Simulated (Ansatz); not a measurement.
Geometry relaxation, with input and output: C (part 3 of 3)

The same run, continued: C (P6₃/mmc, 12 atoms in the cell); DFT LDA, scalar-relativistic, plane waves, PAW, no spin polarisation (Ansatz 0.2.0); cutoff 420 eV, 18×18×2 k-mesh, Gaussian smearing of 0.1 eV. The structure derives from a Materials Project entry. It belongs to a series of runs on one base structure; here: elastic constants, atoms relaxed.

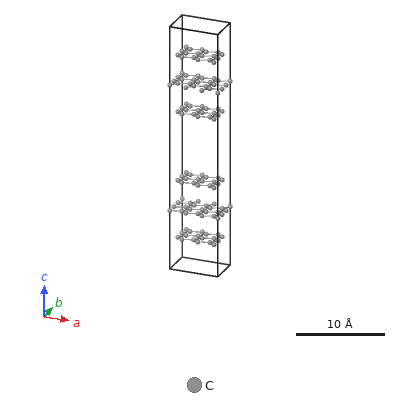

Figure 1. The geometry at step 2 of the log (ball-and-stick view of the 3 × 3 repeat of the cell, with the vacuum cut short, seen slightly off an axis).

Trajectory as extended XYZ, continued:
```
12
Lattice="2.4448 0.0000 0.0000 -1.2224 2.1173 0.0000 0.0000 0.0000 29.3266" Properties=species:S:1:pos:R:3:forces:R:3 step=6 energy=-2915.69994
C     1.2200    0.7039   29.3993    0.0000   0.0000   0.0000
C     1.2200    0.7072   14.7365    0.0000   0.0000   0.0000
C     1.2200    0.7072   21.3743    0.0000   0.0000   0.0000
C     1.2200    0.7039    6.7115    0.0000   0.0000   0.0000
C     0.0000   -0.0036   18.0554    0.0000   0.0000   0.0000
C     0.0000    1.4101    6.7110    0.0000   0.0000   0.0000
C     0.0000    0.0036    3.3921    0.0000   0.0000   0.0000
C     1.2200    0.7027   18.0554    0.0000   0.0000   0.0000
C     0.0000    1.4133   21.3748    0.0000   0.0000   0.0000
C     0.0000    1.4146    3.3921    0.0000   0.0000   0.0000
C     0.0000    1.4133   14.7360    0.0000   0.0000   0.0000
C     0.0000    1.4101   29.3998    0.0000   0.0000   0.0000
12
Lattice="2.4448 0.0000 0.0000 -1.2224 2.1173 0.0000 0.0000 0.0000 29.3266" Properties=species:S:1:pos:R:3:forces:R:3 step=2 energy=-2915.69993
C     1.2249    0.7080   29.3981    0.0000  -0.0004   0.0000
C     1.2249    0.7040   14.7353    0.0000  -0.0004   0.0000
C     1.2249    0.7040   21.3755    0.0000  -0.0004   0.0000
C     1.2249    0.7080    6.7128    0.0000  -0.0004   0.0000
C     0.0000    0.0034   18.0554    0.0000  -0.0005   0.0000
C     0.0000    1.4133    6.7122    0.0000   0.0004   0.0000
C     0.0000   -0.0034    3.3921    0.0000   0.0005   0.0000
C     1.2249    0.7087   18.0554    0.0000   0.0005   0.0000
C     0.0000    1.4093   21.3761    0.0000   0.0004   0.0000
C     0.0000    1.4086    3.3921    0.0000  -0.0005   0.0000
C     0.0000    1.4093   14.7348    0.0000   0.0004   0.0000
C     0.0000    1.4133   29.3986    0.0000   0.0004   0.0000
12
Lattice="2.4448 0.0000 0.0000 -1.2224 2.1173 0.0000 0.0000 0.0000 29.3266" Properties=species:S:1:pos:R:3:forces:R:3 step=1 energy=-2915.70134
C     1.2224    0.7058   29.3397    0.0000   0.0000  -0.0012
C     1.2224    0.7058   14.7062    0.0000   0.0000  -0.0007
C     1.2224    0.7058   21.3324    0.0000   0.0000   0.0007
C     1.2224    0.7058    6.6989    0.0000   0.0000   0.0012
C     0.0000    0.0000   18.0193    0.0000   0.0000   0.0000
C     0.0000    1.4115    6.6984    0.0000   0.0000   0.0007
C     0.0000    0.0000    3.3853    0.0000   0.0000   0.0000
C     1.2224    0.7058   18.0193    0.0000   0.0000   0.0000
C     0.0000    1.4115   21.3329    0.0000   0.0000   0.0012
C     0.0000    1.4115    3.3853    0.0000   0.0000   0.0000
C     0.0000    1.4115   14.7057    0.0000   0.0000  -0.0012
C     0.0000    1.4115   29.3402    0.0000   0.0000  -0.0007
12
Lattice="2.4448 0.0000 0.0000 -1.2224 2.1173 0.0000 0.0000 0.0000 29.3266" Properties=species:S:1:pos:R:3:forces:R:3 step=2 energy=-2915.70136
C     1.2224    0.7058   29.3303    0.0000   0.0000   0.0007
C     1.2224    0.7058   14.6968    0.0000   0.0000   0.0001
C     1.2224    0.7058   21.3418    0.0000   0.0000  -0.0001
C     1.2224    0.7058    6.7083    0.0000   0.0000  -0.0007
C     0.0000    0.0000   18.0193    0.0000   0.0000   0.0000
C     0.0000    1.4115    6.7078    0.0000   0.0000  -0.0001
C     0.0000    0.0000    3.3853    0.0000   0.0000   0.0000
C     1.2224    0.7058   18.0193    0.0000   0.0000   0.0000
C     0.0000    1.4115   21.3423    0.0000   0.0000  -0.0007
C     0.0000    1.4115    3.3853    0.0000   0.0000   0.0000
C     0.0000    1.4115   14.6963    0.0000   0.0000   0.0007
C     0.0000    1.4115   29.3308    0.0000   0.0000   0.0001
12
Lattice="2.4448 0.0000 0.0000 -1.2224 2.1173 0.0000 0.0000 0.0000 29.3266" Properties=species:S:1:pos:R:3:forces:R:3 step=4 energy=-2915.70136
C     1.2224    0.7058   29.3333    0.0000   0.0000   0.0001
C     1.2224    0.7058   14.6998    0.0000   0.0000  -0.0001
C     1.2224    0.7058   21.3388    0.0000   0.0000   0.0001
C     1.2224    0.7058    6.7053    0.0000   0.0000  -0.0001
C     0.0000    0.0000   18.0193    0.0000   0.0000   0.0000
C     0.0000    1.4115    6.7048    0.0000   0.0000   0.0001
C     0.0000    0.0000    3.3853    0.0000   0.0000   0.0000
C     1.2224    0.7058   18.0193    0.0000   0.0000   0.0000
C     0.0000    1.4115   21.3393    0.0000   0.0000  -0.0001
C     0.0000    1.4115    3.3853    0.0000   0.0000   0.0000
C     0.0000    1.4115   14.6993    0.0000   0.0000   0.0001
C     0.0000    1.4115   29.3338    0.0000   0.0000  -0.0001
12
Lattice="2.4448 0.0000 0.0000 -1.2224 2.1173 0.0000 0.0000 0.0000 29.3266" Properties=species:S:1:pos:R:3:forces:R:3 step=1 energy=-2915.70126
C     1.2224    0.7058   29.4573    0.0000   0.0000   0.0011
C     1.2224    0.7058   14.7652    0.0000   0.0000   0.0008
C     1.2224    0.7058   21.4179    0.0000   0.0000  -0.0008
C     1.2224    0.7058    6.7258    0.0000   0.0000  -0.0011
C     0.0000    0.0000   18.0915    0.0000   0.0000   0.0000
C     0.0000    1.4115    6.7252    0.0000   0.0000  -0.0008
C     0.0000    0.0000    3.3989    0.0000   0.0000   0.0000
C     1.2224    0.7058   18.0915    0.0000   0.0000   0.0000
C     0.0000    1.4115   21.4184    0.0000   0.0000  -0.0011
C     0.0000    1.4115    3.3989    0.0000   0.0000   0.0000
C     0.0000    1.4115   14.7647    0.0000   0.0000   0.0011
C     0.0000    1.4115   29.4578    0.0000   0.0000   0.0008
12
Lattice="2.4448 0.0000 0.0000 -1.2224 2.1173 0.0000 0.0000 0.0000 29.3266" Properties=species:S:1:pos:R:3:forces:R:3 step=3 energy=-2915.70128
C     1.2224    0.7058   29.4640    0.0000   0.0000   0.0000
C     1.2224    0.7058   14.7719    0.0000   0.0000   0.0000
C     1.2224    0.7058   21.4112    0.0000   0.0000   0.0000
C     1.2224    0.7058    6.7191    0.0000   0.0000   0.0000
C     0.0000    0.0000   18.0915    0.0000   0.0000   0.0000
C     0.0000    1.4115    6.7185    0.0000   0.0000   0.0000
C     0.0000    0.0000    3.3989    0.0000   0.0000   0.0000
C     1.2224    0.7058   18.0915    0.0000   0.0000   0.0000
C     0.0000    1.4115   21.4117    0.0000   0.0000   0.0000
C     0.0000    1.4115    3.3989    0.0000   0.0000   0.0000
C     0.0000    1.4115   14.7714    0.0000   0.0000   0.0000
C     0.0000    1.4115   29.4645    0.0000   0.0000   0.0000
12
Lattice="2.4448 0.0000 0.0000 -1.2224 2.1173 0.0000 0.0000 0.0000 29.3266" Properties=species:S:1:pos:R:3:forces:R:3 step=2 energy=-2915.70132
C     1.2224    0.6757   29.3980    0.0000  -0.0001   0.0000
C     1.2224    0.6903   14.7352    0.0000   0.0000   0.0000
C     1.2224    0.6851   21.3742    0.0000   0.0000   0.0000
C     1.2224    0.6998    6.7114    0.0000   0.0001   0.0000
C     0.0000   -0.0180   18.0554    0.0000   0.0000   0.0000
C     0.0000    1.4056    6.7102    0.0000   0.0000   0.0000
C     0.0000   -0.0034    3.3921    0.0000   0.0000   0.0000
C     1.2224    0.6877   18.0547    0.0000   0.0000   0.0000
C     0.0000    1.3909   21.3740    0.0000   0.0001   0.0000
C     0.0000    1.4081    3.3907    0.0000   0.0000   0.0000
C     0.0000    1.3961   14.7340    0.0000  -0.0001   0.0000
C     0.0000    1.3814   29.3978    0.0000   0.0000   0.0000
12
Lattice="2.4448 0.0000 0.0000 -1.2224 2.1173 0.0000 0.0000 0.0000 29.3266" Properties=species:S:1:pos:R:3:forces:R:3 step=3 energy=-2915.70133
C     1.2224    0.6708   29.3982    0.0000   0.0001   0.0000
C     1.2224    0.6854   14.7354    0.0000  -0.0001  -0.0001
C     1.2224    0.6899   21.3740    0.0000   0.0001   0.0001
C     1.2224    0.7047    6.7113    0.0000  -0.0001  -0.0001
C     0.0000   -0.0180   18.0555    0.0000   0.0000  -0.0001
C     0.0000    1.4104    6.7100    0.0000   0.0001   0.0001
C     0.0000   -0.0035    3.3921    0.0000   0.0000   0.0001
C     1.2224    0.6878   18.0548    0.0000   0.0000   0.0000
C     0.0000    1.3957   21.3738    0.0000  -0.0001   0.0000
C     0.0000    1.4080    3.3907    0.0000   0.0000   0.0000
C     0.0000    1.3912   14.7341    0.0000   0.0001   0.0001
C     0.0000    1.3766   29.3980    0.0000  -0.0001  -0.0001
12
Lattice="2.4448 0.0000 0.0000 -1.2224 2.1173 0.0000 0.0000 0.0000 29.3266" Properties=species:S:1:pos:R:3:forces:R:3 step=5 energy=-2915.70133
C     1.2224    0.6694   29.3979    0.0000   0.0000   0.0000
C     1.2224    0.6841   14.7350    0.0000   0.0000   0.0001
C     1.2224    0.6913   21.3743    0.0000   0.0000   0.0000
C     1.2224    0.7060    6.7116    0.0000   0.0000   0.0000
C     0.0000   -0.0180   18.0555    0.0000   0.0000   0.0000
C     0.0000    1.4118    6.7104    0.0000   0.0000  -0.0001
C     0.0000   -0.0034    3.3920    0.0000   0.0000   0.0000
C     1.2224    0.6877   18.0548    0.0000   0.0000   0.0000
C     0.0000    1.3971   21.3741    0.0000   0.0000   0.0000
C     0.0000    1.4081    3.3906    0.0000   0.0000   0.0000
C     0.0000    1.3898   14.7338    0.0000   0.0000   0.0000
C     0.0000    1.3752   29.3977    0.0000   0.0000   0.0000
12
Lattice="2.4448 0.0000 0.0000 -1.2224 2.1173 0.0000 0.0000 0.0000 29.3266" Properties=species:S:1:pos:R:3:forces:R:3 step=1 energy=-2915.70132
C     1.2224    0.7352   29.3992    0.0000   0.0001   0.0000
C     1.2224    0.7205   14.7364    0.0000   0.0000   0.0000
C     1.2224    0.7271   21.3758    0.0000   0.0000   0.0000
C     1.2224    0.7125    6.7130    0.0000  -0.0001   0.0000
C     0.0000    0.0181   18.0554    0.0000   0.0000   0.0000
C     0.0000    1.4182    6.7132    0.0000   0.0000   0.0000
C     0.0000    0.0034    3.3921    0.0000   0.0000   0.0000
C     1.2224    0.7238   18.0561    0.0000   0.0000   0.0000
C     0.0000    1.4329   21.3771    0.0000  -0.0001   0.0000
C     0.0000    1.4149    3.3935    0.0000   0.0000   0.0000
C     0.0000    1.4263   14.7366    0.0000   0.0001   0.0000
C     0.0000    1.4409   29.4004    0.0000   0.0000   0.0000
12
Lattice="2.4448 0.0000 0.0000 -1.2224 2.1173 0.0000 0.0000 0.0000 29.3266" Properties=species:S:1:pos:R:3:forces:R:3 step=2 energy=-2915.70132
C     1.2224    0.7359   29.3994    0.0000   0.0001   0.0000
C     1.2224    0.7212   14.7366    0.0000   0.0000   0.0000
C     1.2224    0.7264   21.3756    0.0000   0.0000   0.0000
C     1.2224    0.7118    6.7128    0.0000  -0.0001   0.0000
C     0.0000    0.0181   18.0554    0.0000   0.0000   0.0000
C     0.0000    1.4176    6.7130    0.0000   0.0000   0.0000
C     0.0000    0.0034    3.3921    0.0000   0.0000   0.0000
C     1.2224    0.7238   18.0561    0.0000   0.0000   0.0000
C     0.0000    1.4322   21.3768    0.0000  -0.0001   0.0000
C     0.0000    1.4149    3.3935    0.0000   0.0000   0.0000
C     0.0000    1.4269   14.7368    0.0000   0.0001   0.0000
C     0.0000    1.4416   29.4007    0.0000   0.0000   0.0000
12
Lattice="2.4448 0.0000 0.0000 -1.2224 2.1173 0.0000 0.0000 0.0000 29.3266" Properties=species:S:1:pos:R:3:forces:R:3 step=4 energy=-2915.70133
C     1.2224    0.7413   29.3995    0.0000  -0.0001  -0.0001
C     1.2224    0.7266   14.7365    0.0000   0.0001   0.0000
C     1.2224    0.7210   21.3755    0.0000  -0.0001   0.0000
C     1.2224    0.7064    6.7129    0.0000   0.0001   0.0000
C     0.0000    0.0181   18.0556    0.0000   0.0000  -0.0001
C     0.0000    1.4121    6.7131    0.0000  -0.0001   0.0000
C     0.0000    0.0033    3.3919    0.0000   0.0000   0.0001
C     1.2224    0.7239   18.0563    0.0000   0.0000  -0.0001
C     0.0000    1.4267   21.3768    0.0000   0.0001   0.0001
C     0.0000    1.4149    3.3933    0.0000   0.0000   0.0001
C     0.0000    1.4324   14.7367    0.0000  -0.0001   0.0000
C     0.0000    1.4471   29.4007    0.0000   0.0001   0.0000
12
Lattice="2.4448 0.0000 0.0000 -1.2224 2.1173 0.0000 0.0000 0.0000 29.3266" Properties=species:S:1:pos:R:3:forces:R:3 step=6 energy=-2915.70133
C     1.2224    0.7413   29.3994    0.0000   0.0000   0.0000
C     1.2224    0.7266   14.7366    0.0000   0.0000   0.0000
C     1.2224    0.7210   21.3756    0.0000   0.0000   0.0000
C     1.2224    0.7064    6.7129    0.0000   0.0000   0.0000
C     0.0000    0.0181   18.0554    0.0000   0.0000   0.0000
C     0.0000    1.4122    6.7130    0.0000   0.0000   0.0000
C     0.0000    0.0034    3.3921    0.0000   0.0000   0.0000
C     1.2224    0.7238   18.0561    0.0000   0.0000   0.0000
C     0.0000    1.4268   21.3769    0.0000   0.0000   0.0000
C     0.0000    1.4149    3.3935    0.0000   0.0000   0.0000
C     0.0000    1.4323   14.7368    0.0000   0.0000   0.0000
C     0.0000    1.4470   29.4006    0.0000   0.0000   0.0000
```

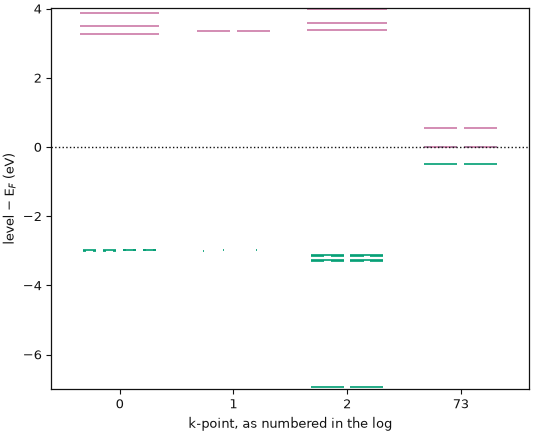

Figure 2. Kohn–Sham levels near the Fermi level (dotted) at the few k-points that the log prints; levels within 0.02 eV of each other stand side by side. The system is metallic on the full mesh.

This output came from the following input.

Input file:
```yaml
crystal:
  lattice:
    - [2.4448398387, 0.0, 0.0]
    - [-1.2224199194, 2.1172934085, 0.0]
    - [0.0, 0.0, 29.3266024485]
  atoms:
    - { symbol: C, position: [0.6666666667, 0.3333333333, 1.0024511171] }
    - { symbol: C, position: [0.6666666667, 0.3333333333, 0.5024694163] }
    - { symbol: C, position: [0.6666666667, 0.3333333333, 0.7288639137] }
    - { symbol: C, position: [0.6666666667, 0.3333333333, 0.2288822128] }
    - { symbol: C, position: [0.0, 0.0, 0.615666665] }
    - { symbol: C, position: [0.3333333333, 0.6666666667, 0.2288639137] }
    - { symbol: C, position: [0.0, 0.0, 0.115666665] }
    - { symbol: C, position: [0.6666666667, 0.3333333333, 0.615666665] }
    - { symbol: C, position: [0.3333333333, 0.6666666667, 0.7288822128] }
    - { symbol: C, position: [0.3333333333, 0.6666666667, 0.115666665] }
    - { symbol: C, position: [0.3333333333, 0.6666666667, 0.5024511171] }
    - { symbol: C, position: [0.3333333333, 0.6666666667, 1.0024694163] }
basis:
  ecutwfc: 420
kpoints:
  mp_grid: { grid: [18, 18, 2] }
hamiltonian:
  xc: lda
scf:
  occupations: { method: gaussian, width: 0.1 }
output:
  forces: true
  stress: true
  eigenvalues: true
elastic:
  mode: relaxed_ion
  stencil: two_point
```

Run as:
```bash
ansatz run input.yaml --threads 4 --pin off --max-ram 12288MiB --backend cpu --events-out ev --progress --plain --runs-dir out
```

Summary:

```tsv
quantity	value
outcome	converged
space group (tolerance 0.01 Å)	P6₃/mmc (194) → Cm (8)
electrons treated	48
free energy	−2915.7014 eV
Fermi energy	3.314 eV
gap on the k-point mesh	none (metallic)
pressure	0.00 GPa
final volume	151.81 Å³
bulk modulus (Hill)	98.9 GPa
shear modulus (Hill)	73.8 GPa
largest force (length of the vector) at the end	under 0.001 eV/Å
final cell	a = 2.445 Å, b = 2.445 Å, c = 29.327 Å, α = 90.00°, β = 90.00°, γ = 120.00°
hardware	4 threads of Oxide Virtual Turin-like (Zen 5), 32 GiB of memory available, shared host
wall time	4.1 min (CPU time 15 min)
peak memory	1.1 GiB
```
